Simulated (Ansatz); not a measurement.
## Geometry relaxation, with input and output: NiO (part 3 of 3)

Continued. System: NiO (10 atoms in the cell). Method: DFT PBE, scalar-relativistic, plane waves, PAW, spin-polarised (Ansatz 0.2.0); cutoff 420 eV, 1×1×1 k-mesh, Gaussian smearing of 0.05 eV, collinear spins. The structure derives from an entry of the Crystallography Open Database. It belongs to a series of runs on one base structure; here: cluster of 10 atoms cut as a sphere about bond, atoms shaken.

Geometry of the input (Å; fractional positions):
```
12.7000  0.0000  0.0000
0.0000  10.9000  0.0000
0.0000  0.0000  13.3000
Ni 0.4918  0.6002  0.4986
O  0.3341  0.5867  0.4992
O  0.6690  0.5921  0.5025
Ni 0.5030  0.4072  0.3410
Ni 0.4990  0.4135  0.6585
O  0.4962  0.6012  0.3438
O  0.5026  0.5934  0.6573
Ni 0.3351  0.4080  0.5019
Ni 0.6691  0.3973  0.5003
O  0.5004  0.3976  0.5046
```

Output, continued:
```
  k-point 0 ↑: bands = ["-108.6680", "-108.6064", "-108.5961", "-108.1614", "-108.1308", "-69.9880", "-69.7249", "-69.6904", "-69.4463", "-68.8972", "-68.8187", "-68.8055", "-68.7906", "-68.6250", "-68.5397", "-68.4806", "-68.4132", "-68.2014", "-67.9497", "-67.9326", "-23.4045", "-23.1007", "-22.7150", "-22.6920", "-22.4381", "-10.2662", "-10.1551", "-10.0465", "-9.9914", "-9.7429", "-9.7094", "-9.6558", "-9.3431", "-9.1739", "-8.9271", "-8.8401", "-8.6734", "-8.2642", "-8.2420", "-8.0166", "-7.7446", "-7.1969", "-7.0288", "-6.9829", "-6.6055", "-6.4782", "-6.3226", "-6.1654", "-5.9815", "-5.9682", "-5.9073", "-5.8314", "-5.7462", "-5.6914", "-5.5237", "-5.5232", "-5.4327", "-5.3935", "-5.3087", "-5.1076", "-5.0752", "-4.9144", "-4.7777", "-4.2896", "-3.2239", "-3.1212", "-1.4276", "-0.8425", "-0.3733", "0.1129", "0.3425", "0.7499", "1.0157", "1.2689", "1.4106", "1.6419", "1.6777", "1.8018"]
  k-point 0 ↓: bands = ["-108.3928", "-107.5029", "-107.4914", "-107.2164", "-106.7877", "-69.1704", "-68.8569", "-68.3785", "-68.3415", "-68.2913", "-68.0717", "-67.7815", "-67.7536", "-67.6648", "-67.5999", "-67.5942", "-67.4394", "-67.4038", "-67.0603", "-67.0086", "-22.9205", "-22.5648", "-22.2738", "-21.8695", "-21.7842", "-9.9687", "-9.8591", "-9.5613", "-9.4518", "-9.2394", "-9.0673", "-8.9896", "-8.9380", "-8.9095", "-8.4543", "-8.3071", "-7.9122", "-7.5645", "-7.1026", "-7.0586", "-6.6557", "-6.5859", "-6.3505", "-6.3429", "-5.8758", "-5.8137", "-5.6479", "-5.6129", "-5.5277", "-5.4149", "-5.1793", "-5.0490", "-5.0316", "-4.9450", "-4.8496", "-4.6895", "-4.6686", "-4.3968", "-4.0601", "-3.9964", "-3.9152", "-3.8212", "-3.7431", "-3.6942", "-3.0134", "-2.6706", "-1.0823", "-0.5417", "-0.1369", "0.2970", "0.5259", "0.8168", "1.0469", "1.3443", "1.4965", "1.6866", "1.7977", "1.9164"]
--- Relaxed structure (26 steps of the walk, 24 accepted, 0 SCFs on fresh bases) ---
  F+E_penalty+E_count = -32021.47241445 eV   max|allowed force component| = 2.106e-2 eV/Å
  atoms:
    - { symbol: Ni, position: [0.49783436733991754, 0.6181302732573148, 0.5004740482954955] }
    - { symbol: O, position: [0.3535414880765037, 0.6280860892492365, 0.5003882279054288] }
    - { symbol: O, position: [0.6438780080363458, 0.5972242162323063, 0.500588811430981] }
    - { symbol: Ni, position: [0.490642972684052, 0.4091216052110559, 0.41206314827776547] }
    - { symbol: Ni, position: [0.49057845616587764, 0.409778322995012, 0.5899236023791006] }
    - { symbol: O, position: [0.4886195467503217, 0.5568121626907, 0.3695430775901915] }
    - { symbol: O, position: [0.4884954769509339, 0.5577907539508457, 0.631699144869747] }
    - { symbol: Ni, position: [0.3302572011952843, 0.4735156717393692, 0.5007805407080672] }
    - { symbol: Ni, position: [0.6533244250980225, 0.44118609504339484, 0.5009793936086147] }
    - { symbol: O, position: [0.5630758638027407, 0.3055338298307652, 0.5012839237346093] }
--- Löwdin populations: 10 sites ---
  site symbol       q [e]    m [muB]
     0     Ni     16.9399    -0.2117
     1      O      6.6040     0.6249
     2      O      6.6291     0.6497
     3     Ni     17.2648     0.8861
     4     Ni     17.2649     0.8861
     5      O      6.6146     0.3090
     6      O      6.6146     0.3090
     7     Ni     17.3558     1.0679
     8     Ni     17.2020     1.1497
     9      O      6.8262     0.3461
  spilling = 0.005700 (of n_electrons = 120.000000)
```

File populations.tsv:
```
# site	symbol	l	j	q_up	q_dn
# orbitals = lowdin
# n_electrons = 120.000000
# spilling = 0.005700
0	Ni	0_3S	-	0.998883	0.998833
0	Ni	0_4S	-	0.243369	0.249814
0	Ni	1_3P	-	2.998704	2.998850
0	Ni	2_3D	-	4.123135	4.328273
1	O	0_2S	-	0.943374	0.939257
1	O	1_2P	-	2.671055	2.050311
2	O	0_2S	-	0.937530	0.933962
2	O	1_2P	-	2.701896	2.055728
3	Ni	0_3S	-	0.998610	0.998607
3	Ni	0_4S	-	0.341617	0.302023
3	Ni	1_3P	-	2.998662	2.997847
3	Ni	2_3D	-	4.736574	3.890904
4	Ni	0_3S	-	0.998610	0.998607
4	Ni	0_4S	-	0.341635	0.302032
4	Ni	1_3P	-	2.998662	2.997847
4	Ni	2_3D	-	4.736572	3.890932
5	O	0_2S	-	0.941514	0.938819
5	O	1_2P	-	2.520266	2.213997
6	O	0_2S	-	0.941516	0.938822
6	O	1_2P	-	2.520275	2.213991
7	Ni	0_3S	-	0.999128	0.999086
7	Ni	0_4S	-	0.325911	0.335908
7	Ni	1_3P	-	2.998457	2.996956
7	Ni	2_3D	-	4.888385	3.811983
8	Ni	0_3S	-	0.998938	0.998885
8	Ni	0_4S	-	0.322069	0.295185
8	Ni	1_3P	-	2.998924	2.997537
8	Ni	2_3D	-	4.855910	3.734583
9	O	0_2S	-	0.934485	0.932118
9	O	1_2P	-	2.651685	2.307918
```

Trajectory as extended XYZ (Å, eV, eV/Å), 10 of the 26 frames kept, from step=1 to step=26:
```
10
Lattice="12.7000 0.0000 0.0000 0.0000 10.9000 0.0000 0.0000 0.0000 13.3000" Properties=species:S:1:pos:R:3:forces:R:3 step=1 energy=-32014.26713
Ni    6.2464    6.5418    6.6316    0.2082  -0.8364  -0.1541
O     4.2427    6.3955    6.6391    1.7094  -2.4057   0.0607
O     8.4966    6.4538    6.6837   -1.6556  -2.7460  -0.1252
Ni    6.3884    4.4386    4.5350   -0.0755   3.0330   1.8715
Ni    6.3371    4.5070    8.7582    0.0998   2.9971  -1.8180
O     6.3013    6.5527    4.5721    0.0755  -2.7889   1.9747
O     6.3825    6.4684    8.7427   -0.2616  -2.6034  -1.6614
Ni    4.2554    4.4471    6.6750    1.7284   2.9302  -0.0248
Ni    8.4979    4.3310    6.6538   -1.9202   3.2796   0.0062
O     6.3549    4.3333    6.7115    0.0919  -0.8604  -0.1298
10
Lattice="12.7000 0.0000 0.0000 0.0000 10.9000 0.0000 0.0000 0.0000 13.3000" Properties=species:S:1:pos:R:3:forces:R:3 step=4 energy=-32020.34489
Ni    6.3381    6.5730    6.6565    0.0403   0.7546   0.0330
O     4.5077    6.3400    6.6535   -0.2787   0.1893   0.0019
O     8.1719    6.3274    6.6548    0.2997   0.3899   0.0035
Ni    6.3794    4.6594    4.8588   -0.0743  -0.1935   0.6499
Ni    6.3491    4.6621    8.4743    0.0145  -0.0163  -0.6532
O     6.3407    6.3680    4.8370    0.0032   0.2781  -0.3493
O     6.3508    6.3784    8.4788   -0.0062   0.1534   0.3184
Ni    4.5366    4.6254    6.6701    0.6720   0.0589  -0.0128
Ni    8.1788    4.6211    6.6427   -0.7002  -0.0901   0.0621
O     6.3500    3.9144    6.6762    0.0339  -1.5218  -0.0545
10
Lattice="12.7000 0.0000 0.0000 0.0000 10.9000 0.0000 0.0000 0.0000 13.3000" Properties=species:S:1:pos:R:3:forces:R:3 step=7 energy=-32020.84955
Ni    6.3482    6.7027    6.6561   -0.0076  -0.0142  -0.0014
O     4.5097    6.3746    6.6581    0.0185  -0.0103   0.0000
O     8.1865    6.3813    6.6569   -0.0144  -0.0214  -0.0017
Ni    6.3540    4.6537    4.9901   -0.0249   0.0283   0.0129
Ni    6.3525    4.6653    8.3371    0.0048   0.0151  -0.0308
O     6.3464    6.3615    4.8179    0.0052  -0.0142   0.0181
O     6.3485    6.3738    8.4964    0.0028  -0.0056  -0.0143
Ni    4.6659    4.6655    6.6645    0.0118  -0.0026  -0.0090
Ni    8.0376    4.6708    6.6602    0.0023   0.0117   0.0198
O     6.3539    3.6201    6.6655    0.0014   0.0130   0.0064
10
Lattice="12.7000 0.0000 0.0000 0.0000 10.9000 0.0000 0.0000 0.0000 13.3000" Properties=species:S:1:pos:R:3:forces:R:3 step=9 energy=-32020.85419
Ni    6.3476    6.7087    6.6562    0.0002  -0.0407  -0.0007
O     4.5133    6.3762    6.6588   -0.0112   0.0245  -0.0067
O     8.1832    6.3836    6.6560    0.0142   0.0374   0.0047
Ni    6.3539    4.6628    5.0389   -0.0335  -0.0937   0.0744
Ni    6.3507    4.6733    8.2867    0.0251  -0.0779  -0.0719
O     6.3497    6.3576    4.8150   -0.0079   0.0610   0.0156
O     6.3484    6.3703    8.4993    0.0043   0.0442  -0.0164
Ni    4.6245    4.6620    6.6668   -0.0181  -0.0098  -0.0268
Ni    8.0785    4.6697    6.6586    0.0256  -0.0237   0.0289
O     6.3533    3.6051    6.6663    0.0011   0.0786  -0.0011
10
Lattice="12.7000 0.0000 0.0000 0.0000 10.9000 0.0000 0.0000 0.0000 13.3000" Properties=species:S:1:pos:R:3:forces:R:3 step=12 energy=-32020.86603
Ni    6.3479    6.7137    6.6561   -0.0010   0.0041  -0.0011
O     4.5043    6.4269    6.6585    0.0260   0.0102  -0.0008
O     8.1924    6.4336    6.6556   -0.0250   0.0047   0.0008
Ni    6.3506    4.6299    5.1335    0.0069  -0.0087   0.0082
Ni    6.3527    4.6402    8.1924   -0.0073  -0.0217  -0.0118
O     6.3469    6.3156    4.8294   -0.0001  -0.0068  -0.0066
O     6.3494    6.3273    8.4853   -0.0002   0.0050   0.0102
Ni    4.5407    4.7110    6.6623   -0.0097  -0.0067   0.0064
Ni    8.1621    4.7172    6.6632    0.0072  -0.0032  -0.0073
O     6.3561    3.5538    6.6664    0.0030   0.0225   0.0020
10
Lattice="12.7000 0.0000 0.0000 0.0000 10.9000 0.0000 0.0000 0.0000 13.3000" Properties=species:S:1:pos:R:3:forces:R:3 step=15 energy=-32020.86635
Ni    6.3376    6.7132    6.6560   -0.0020   0.0190   0.0048
O     4.4990    6.4322    6.6582   -0.0051  -0.0133  -0.0018
O     8.1818    6.4602    6.6559    0.0093   0.0306   0.0007
Ni    6.3577    4.6188    5.1525   -0.0227   0.0025  -0.0152
Ni    6.3567    4.6282    8.1735    0.0003   0.0294   0.0208
O     6.3379    6.3006    4.8310    0.0020   0.0132  -0.0008
O     6.3397    6.3131    8.4842    0.0003  -0.0091  -0.0076
Ni    4.5228    4.7156    6.6639    0.0083   0.0260  -0.0056
Ni    8.1862    4.7449    6.6609   -0.0232  -0.0329   0.0092
O     6.3839    3.5424    6.6668    0.0329  -0.0654  -0.0044
10
Lattice="12.7000 0.0000 0.0000 0.0000 10.9000 0.0000 0.0000 0.0000 13.3000" Properties=species:S:1:pos:R:3:forces:R:3 step=18 energy=-32020.93917
Ni    6.3307    6.7192    6.6560    0.0239  -0.0217   0.0073
O     4.4938    6.5635    6.6572   -0.0065  -0.0661  -0.0026
O     8.1753    6.4889    6.6562    0.0438   0.0112   0.0007
Ni    6.3358    4.5637    5.2436   -0.1326   0.1446  -0.0588
Ni    6.3327    4.5715    8.0827   -0.0931   0.1909   0.0679
O     6.3028    6.2337    4.8476    0.0016  -0.0087   0.0007
O     6.3031    6.2463    8.4679    0.0006  -0.0486  -0.0156
Ni    4.4057    4.8502    6.6651   -0.1467   0.1902  -0.0101
Ni    8.2409    4.7769    6.6596   -0.2293  -0.1466   0.0167
O     6.5822    3.4555    6.6669    0.5384  -0.2454  -0.0058
10
Lattice="12.7000 0.0000 0.0000 0.0000 10.9000 0.0000 0.0000 0.0000 13.3000" Properties=species:S:1:pos:R:3:forces:R:3 step=20 energy=-32021.15344
Ni    6.3299    6.7016    6.6561    0.0291  -0.0164   0.0019
O     4.4915    6.7148    6.6558   -0.0250  -0.0392   0.0006
O     8.1786    6.4881    6.6572    0.0154  -0.0018  -0.0004
Ni    6.2802    4.5139    5.3697   -0.1829   0.2780  -0.1744
Ni    6.2793    4.5213    7.9568   -0.1781   0.2869   0.1727
O     6.2447    6.1595    4.8627    0.0355  -0.0394  -0.1172
O     6.2440    6.1705    8.4529    0.0345  -0.0425   0.1165
Ni    4.2494    5.0208    6.6626   -0.0602   0.1294  -0.0021
Ni    8.2909    4.7815    6.6622   -0.2457  -0.0327   0.0017
O     6.9147    3.3972    6.6668    0.5781  -0.5218   0.0006
10
Lattice="12.7000 0.0000 0.0000 0.0000 10.9000 0.0000 0.0000 0.0000 13.3000" Properties=species:S:1:pos:R:3:forces:R:3 step=23 energy=-32021.45315
Ni    6.3243    6.7724    6.6559   -0.0793  -0.4413   0.0062
O     4.4886    6.8533    6.6557    0.0606  -0.0181  -0.0018
O     8.1662    6.5172    6.6577    0.0225   0.0979  -0.0006
Ni    6.2304    4.4474    5.4729    0.0362   0.1359   0.0674
Ni    6.2292    4.4543    7.8538    0.0358   0.1504  -0.0657
O     6.2107    6.0630    4.9016   -0.0214  -0.0851   0.2516
O     6.2097    6.0744    8.4149   -0.0210  -0.1011  -0.2580
Ni    4.2173    5.1620    6.6600   -0.0431   0.0754   0.0009
Ni    8.2736    4.8178    6.6635    0.0823  -0.1619  -0.0011
O     7.1530    3.3073    6.6668   -0.0724   0.3480   0.0012
10
Lattice="12.7000 0.0000 0.0000 0.0000 10.9000 0.0000 0.0000 0.0000 13.3000" Properties=species:S:1:pos:R:3:forces:R:3 step=26 energy=-32021.47241
Ni    6.3225    6.7376    6.6563    0.0075   0.0151  -0.0002
O     4.4900    6.8461    6.6552   -0.0089  -0.0131   0.0001
O     8.1773    6.5097    6.6578    0.0028   0.0144  -0.0001
Ni    6.2312    4.4594    5.4804   -0.0040   0.0004  -0.0199
Ni    6.2303    4.4666    7.8460   -0.0053   0.0027   0.0211
O     6.2055    6.0693    4.9149   -0.0012  -0.0019   0.0114
O     6.2039    6.0799    8.4016   -0.0008  -0.0034  -0.0114
Ni    4.1943    5.1613    6.6604   -0.0083   0.0102  -0.0002
Ni    8.2972    4.8089    6.6630    0.0185  -0.0084  -0.0001
O     7.1511    3.3303    6.6671   -0.0002  -0.0161  -0.0005
```

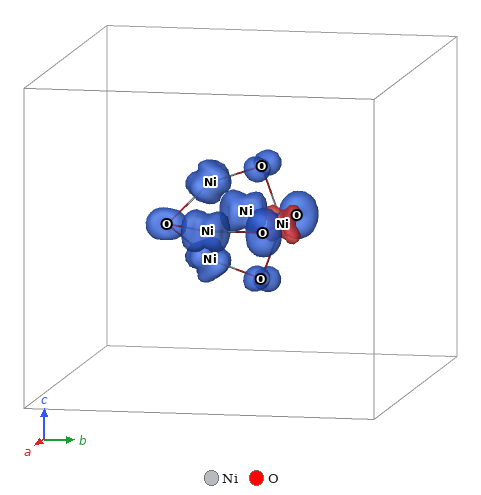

Isosurfaces of the spin density (up minus down) at +0.15 (blue) and −0.15 e/Å³ (red), seen slightly off an axis. Sticks mark near contacts. The cell of the calculation (10 atoms) carries 6.0 μB net. Core electrons are frozen (PAW), so the fields are smoothed inside the atomic spheres.

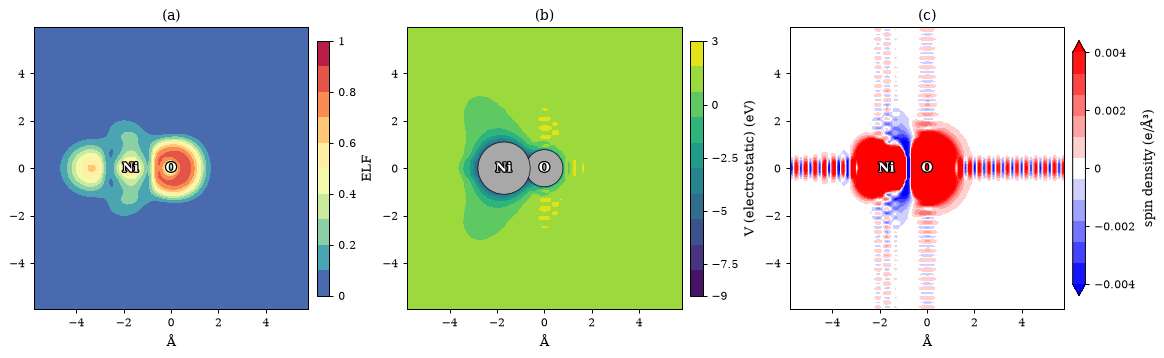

(a) electron localisation function; (b) electrostatic potential (local pseudopotential plus Hartree) felt by an electron; (c) spin density (up minus down) on the (100) plane of the calculation cell, a cut from vacuum to vacuum. Grey discs, where drawn, cover atomic cores. Ni–O (1.70 Å): the ELF is about 0.30 at the midpoint. The strong features right at Ni lie inside the PAW spheres (semicore, d or f shells) and say nothing about bonding. The cell of the calculation (10 atoms) carries 6.0 μB net.

Results in brief:

- outcome: converged
- electrons treated: 120
- free energy: −32021.4724 eV
- Fermi energy: −4.532 eV
- gap on the k-point mesh: 0.27 eV
- net moment of the cell: 6.00 μB
- integrated absolute moment: 6.85 μB
- final volume: 1841.12 Å³
- largest force (length of the vector) at the end: 0.022 eV/Å
- wall time: 98 s (CPU time 6.1 min)
- peak memory: 1.7 GiB

Warnings of the run: some starting moments were not kept; the exchange-correlation potential is rough where the density is thin. Semilocal DFT without U tends to delocalise the d electrons of such compounds and to underestimate the gap.
